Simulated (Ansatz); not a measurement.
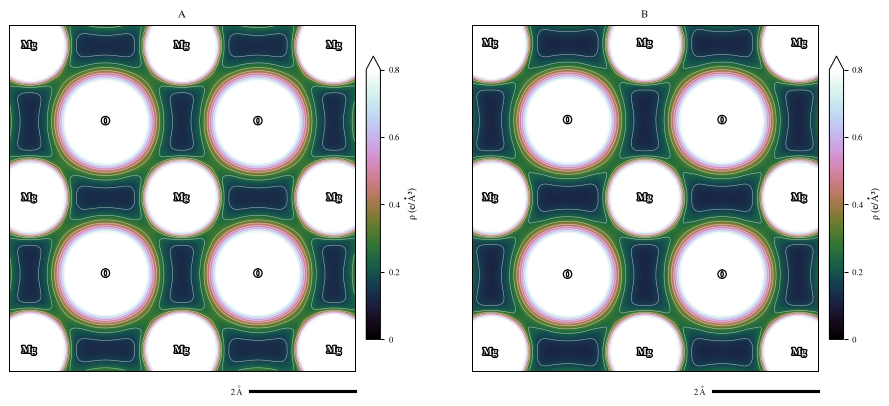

MgO. The valence charge density (pseudo) of two cells that differ in size, on the (101) plane of each (indices in the axes of the calculation cell), at one length scale and on one colour scale: B has 9.2 Å³ an atom and A 8.9.

All numbers below come from Ansatz 0.2.0, Kohn-Sham DFT of a periodic cell, PBE, Ansatz PAW.

In a PAW calculation such maps are meaningful between the atoms, not at the nuclei.

Question: What changes from the larger cell to the smaller?

Answer: From the larger cell to the smaller, Mg–O goes from 2.10 to 2.07 Å, and the density at its midpoint from 0.34 to 0.36 e/Å³; the pressure goes from 7 to 15 GPa; the Kohn–Sham gap goes from 4.9 eV to 5.3 eV.
